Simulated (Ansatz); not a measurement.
System: Ta5N6.

Input file:

```
crystal:
  lattice:
    - [5.1851684208, 0.0, 0.0]
    - [-2.5925842104, 4.4904875753, 0.0]
    - [0.0, 0.0, 10.420525933]
  atoms:
    - { symbol: Ta, position: [0.3333333333, 0.6666666667, 0.0] }
    - { symbol: Ta, position: [0.6666666667, 0.3333333333, 0.5] }
    - { symbol: Ta, position: [0.6666666667, 0.3333333333, 0.0] }
    - { symbol: Ta, position: [0.3333333333, 0.6666666667, 0.5] }
    - { symbol: Ta, position: [0.3239557149, 0.0, 0.25] }
    - { symbol: Ta, position: [0.3239557149, 0.3239557149, 0.75] }
    - { symbol: Ta, position: [0.0, 0.3239557149, 0.25] }
    - { symbol: Ta, position: [0.6760442851, 0.0, 0.75] }
    - { symbol: Ta, position: [0.6760442851, 0.6760442851, 0.25] }
    - { symbol: Ta, position: [0.0, 0.6760442851, 0.75] }
    - { symbol: "N", position: [0.3413810648, 0.0, 0.6215085478] }
    - { symbol: "N", position: [0.3413810648, 0.3413810648, 0.1215085478] }
    - { symbol: "N", position: [0.0, 0.3413810648, 0.6215085478] }
    - { symbol: "N", position: [0.6586189352, 0.0, 0.1215085478] }
    - { symbol: "N", position: [0.6586189352, 0.6586189352, 0.6215085478] }
    - { symbol: "N", position: [0.0, 0.6586189352, 0.1215085478] }
    - { symbol: "N", position: [0.0, 0.6586189352, 0.3784914522] }
    - { symbol: "N", position: [0.6586189352, 0.6586189352, 0.8784914522] }
    - { symbol: "N", position: [0.6586189352, 0.0, 0.3784914522] }
    - { symbol: "N", position: [0.0, 0.3413810648, 0.8784914522] }
    - { symbol: "N", position: [0.3413810648, 0.3413810648, 0.3784914522] }
    - { symbol: "N", position: [0.3413810648, 0.0, 0.8784914522] }
basis:
  ecutwfc: 500
kpoints:
  mp_grid: { grid: [12, 12, 4] }
  band_path:
    path:
      - [[0.0, 0.0, 0.0], [0.5, 0.0, 0.0], [0.33333333, 0.33333333, 0.0], [0.0, 0.0, 0.0], [0.0, 0.0, 0.5], [0.5, 0.0, 0.5], [0.33333333, 0.33333333, 0.5], [0.0, 0.0, 0.5]]
      - [[0.5, 0.0, 0.5], [0.5, 0.0, 0.0]]
      - [[0.33333333, 0.33333333, 0.5], [0.33333333, 0.33333333, 0.0]]
    npoints: 10
hamiltonian:
  xc: r2scan
scf:
  occupations: { method: gaussian, width: 0.1 }
  n_extra_bands: 55
output:
  forces: true
  stress: true
  eigenvalues: true
  populations: true
  dos: { projected: true, de: 0.02, nscf_kmesh: { grid: [18, 18, 6] } }
  bader: false
  write_density: true
  write_potential: true
  elf: true
  volumetric_format: npy
```

Command:

```sh
ansatz run input.yaml --threads 4 --pin off --max-ram 10240MiB --backend cpu --events-out ev --progress --plain --runs-dir out
```

Below, planes, directions and counts refer to the conventional cell (a = 5.19 Å, b = 5.19 Å, c = 10.42 Å, α = 90.00°, β = 90.00°, γ = 120.00°).

Space group P6₃/mcm.

These are results of Ansatz, DFT r2SCAN, scalar-relativistic, plane waves, PAW, not measurements.

Predict the valence pseudo-density and electron localisation function between the atoms.

Ta–N (2.13 Å): the density is about 0.66 e/Å³ at the midpoint; the ELF peaks at about 0.80 in the valence shell of N, 0.6 Å from its nucleus, and is about 0.20 at the midpoint (no localised pair shows between them).
Ta–N (2.19 Å): the density is about 0.58 e/Å³ at the midpoint; the ELF peaks at about 0.80 in the valence shell of N, 0.7 Å from its nucleus, and is about 0.20 at the midpoint; no localised pair shows between them.
Ta–Ta (3.14 Å): ρ at the midpoint is about 0.22 e/Å³; the ELF is about 0.15 at the midpoint (no localised pair shows between them).
The ELF has a maximum of about 0.70 in the space between the atoms, on no atom or two-centre bond.

Metal or insulator at this level of theory?

It is gapless in this calculation (a metal or semimetal); semilocal functionals without U, or without the true magnetic order, often close the gap of such compounds.

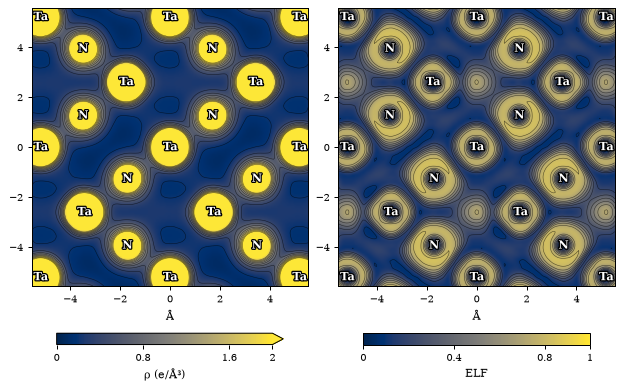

Computed valence pseudo-density and electron localisation function on the (010) plane of the conventional cell, in this order. 

In a PAW calculation such maps are meaningful between the atoms, not at the nuclei.
